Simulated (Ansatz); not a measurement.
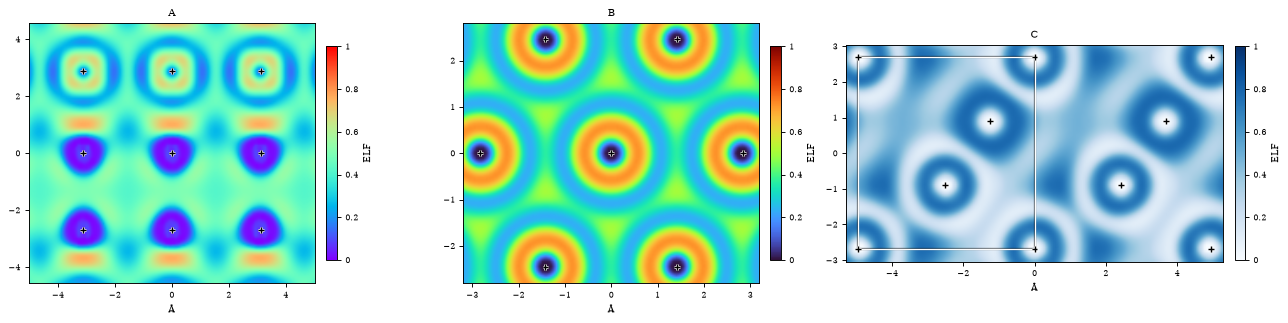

The ELF of 3 systems, each on a plane through atoms (crosses mark nuclei in the plane).

These are results of Ansatz, DFT r2SCAN, scalar-relativistic, plane waves, PAW, not measurements.

System 1: Al₂Ru, the (010) plane of the conventional cell. Space group I4/mmm; a structure from a database of computed crystals, not necessarily the ambient phase; computed without spin polarisation.

```xyz
6
Lattice="3.1218 0.0000 0.0000 0.0000 3.1218 0.0000 0.0000 0.0000 8.4450" Properties=species:S:1:pos:R:3 pbc="T T T"
Al    0.0000    0.0000    5.5660
Al    1.5609    1.5609    1.3435
Al    0.0000    0.0000    2.8790
Al    1.5609    1.5609    7.1015
Ru    0.0000    0.0000    0.0000
Ru    1.5609    1.5609    4.2225
```

System 2: Ta₂C, the (110) plane of the conventional cell. Space group P-3m1.

```xyz
3
Lattice="3.1102 0.0000 0.0000 -1.5551 2.6935 0.0000 0.0000 0.0000 4.9423" Properties=species:S:1:pos:R:3 pbc="T T T"
Ta    0.0000    1.7957    1.2532
Ta    1.5551    0.8978    3.6891
C     0.0000    0.0000    0.0000
```

System 3: W, the (111) plane of the conventional cell. Space group Fm-3m.

Which map belongs to which system?

Answer. Panel A is system 1, Al₂Ru: the plane holds Al and Ru. Al–Al (2.69 Å): the ELF is about 0.50 at the midpoint. Panel B is system 3, W: the plane holds W. W–W (2.84 Å): the ELF is about 0.35 at the midpoint. Panel C is system 2, Ta₂C: the plane holds Ta and C. Ta–C (2.19 Å): the ELF peaks at about 0.75 in the valence shell of C, 0.7 Å from its nucleus, and is about 0.25 at the midpoint.
